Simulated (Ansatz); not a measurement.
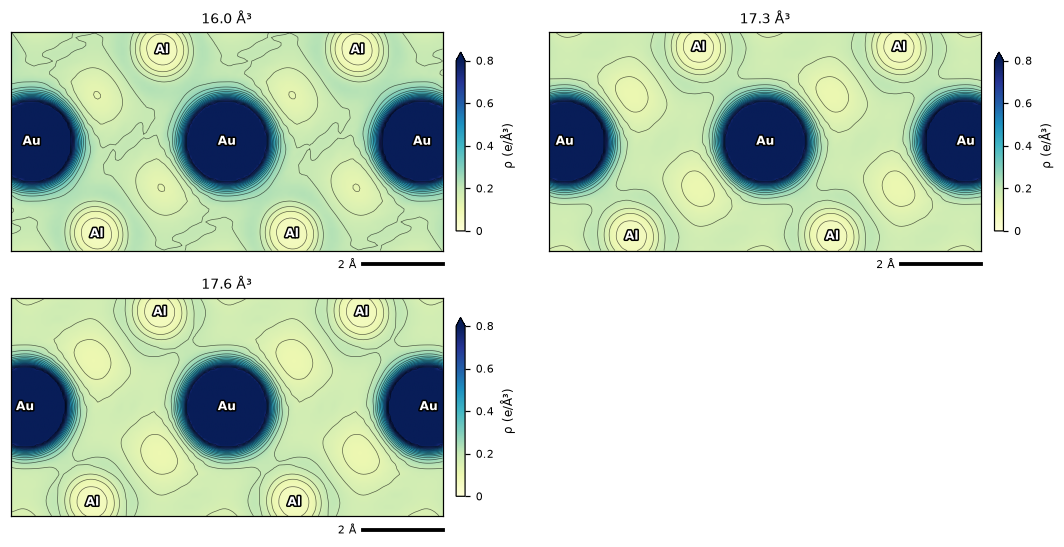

Al₃Au. The valence pseudo-density of cells scaled evenly to different volumes (given per atom above each panel), on the (001) plane of each (indices in the axes of the cell below), at one length scale and on one colour scale.

A structure from a database of computed crystals, not necessarily the ambient phase.

Level of theory: Kohn-Sham DFT of a periodic cell, PBE, Ansatz PAW in Ansatz 0.2.0.

The density is the valence pseudo-density of a PAW calculation; it isn't the true density close to the nuclei.

The largest cell:

```yaml
crystal:
  lattice:
    - [-2.06506, 2.06506, 4.13616]
    - [2.06506, -2.06506, 4.13616]
    - [2.06506, 2.06506, -4.13616]
  atoms:
    - { symbol: Au, position: [0.00000, 0.00000, 0.00000] }
    - { symbol: Al, position: [0.50000, 0.50000, 0.00000] }
    - { symbol: Al, position: [0.25000, 0.75000, 0.50000] }
    - { symbol: Al, position: [0.75000, 0.25000, 0.50000] }
```

| volume (Å³/atom) | Al–Au contact in the plane (Å) | ρ at its midpoint (e/Å³) | pressure (GPa) | 
| --- | --- | --- | --- |
| 15.97 | 2.826 | 0.279 | 4.7 | 
| 16.64 | 2.864 | ? | ? | 
| 17.31 | 2.902 | 0.246 | −3.0 | 
| 17.64 | 2.920 | 0.238 | −4.5 | 

### What values belong in the row with question marks?

Over the known rows ln ρ falls by 1.68 per Å of Al–Au distance (a least-squares line), which gives 0.262 e/Å³ at 2.864 Å; the calculation gives 0.262 e/Å³. For the pressure, a straight line in volume between the neighbouring rows gives 0.8 GPa; the calculation gives 0.4, lower because pressure rises ever faster on compression.
